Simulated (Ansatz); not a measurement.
**AlN: density, localisation and related maps**

```cif
data_structure
_symmetry_space_group_name_H-M 'P 1'
_symmetry_Int_Tables_number 1
_cell_length_a 4.1113
_cell_length_b 4.1113
_cell_length_c 4.1113
_cell_angle_alpha 90.000
_cell_angle_beta 90.000
_cell_angle_gamma 90.000
_cell_volume 69.49
loop_
_atom_site_label
_atom_site_type_symbol
_atom_site_fract_x
_atom_site_fract_y
_atom_site_fract_z
_atom_site_occupancy
Al1 Al 0.00000 0.76117 0.75000 1
Al2 Al 0.50000 0.26117 0.75000 1
Al3 Al 0.00000 0.23883 0.25000 1
Al4 Al 0.50000 0.73883 0.25000 1
N1 N 0.00000 0.74543 0.25000 1
N2 N 0.50000 0.24543 0.25000 1
N3 N 0.00000 0.25457 0.75000 1
N4 N 0.50000 0.75457 0.75000 1
```

Space group Cmcm; a structure from a database of computed crystals, not necessarily the ambient phase; changed on purpose from its base cell (mode 4 frozen in at -0.045 Å, equal normal strain along x, y and z +0.0250); not relaxed (largest force 0.4 eV/Å); computed pressure about −18 GPa in this cell.

Computed with Ansatz, DFT LDA, scalar-relativistic, plane waves, PAW.

Core electrons are frozen (PAW), and the valence fields are smoothed inside the atomic spheres.

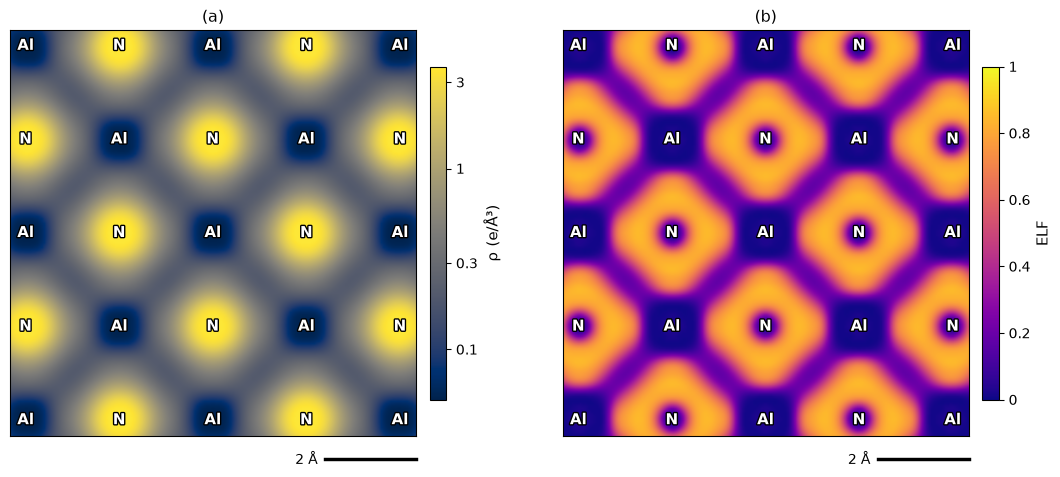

Figure 1. (a) valence electron density; (b) electron localisation function on the (010) plane of the conventional cell.

Question: Describe what can be read from this map.

Answer:
- Atoms in the plane: Al and N.
- Between the atoms the lowest density in this plane is 0.2 e/Å³.

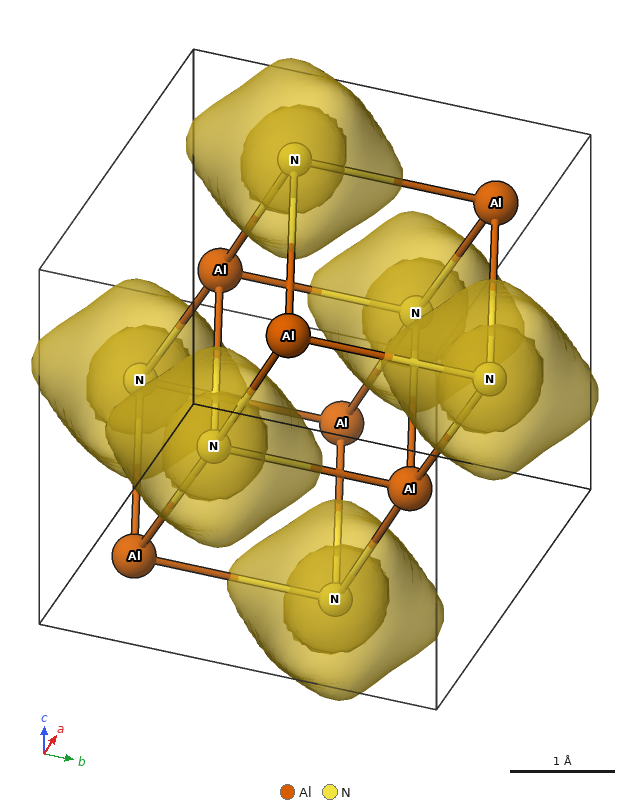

Figure 2. Isosurface of the electron localisation function at 0.75 (yellow), seen at an oblique angle. Only the valence region is drawn (cores and ρ < 0.01 e/Å³ removed). Sticks mark near contacts.

Question: What do the ELF domains correspond to?

Answer: The ELF exceeds this value in four regions on N in which the atom's valence shell and bonds are merged, counted in one cell of 8 atoms. Any copies at cell faces, edges or corners count once. Along the contacts the grid gives the following. Al–N (2.03 Å): the ELF peaks at about 0.85 in the valence shell of N, 0.8 Å from its nucleus, and is about 0.80 at the midpoint. Al–N (2.08 Å): the ELF peaks at about 0.85 in the valence shell of N, 0.8 Å from its nucleus, and is about 0.80 at the midpoint.

Question: Metal or insulator at this level of theory?

Answer: It is gapped, with a Kohn–Sham gap of 4.0 eV on the k-point mesh (the band edges may lie off the mesh, which would make the gap smaller).
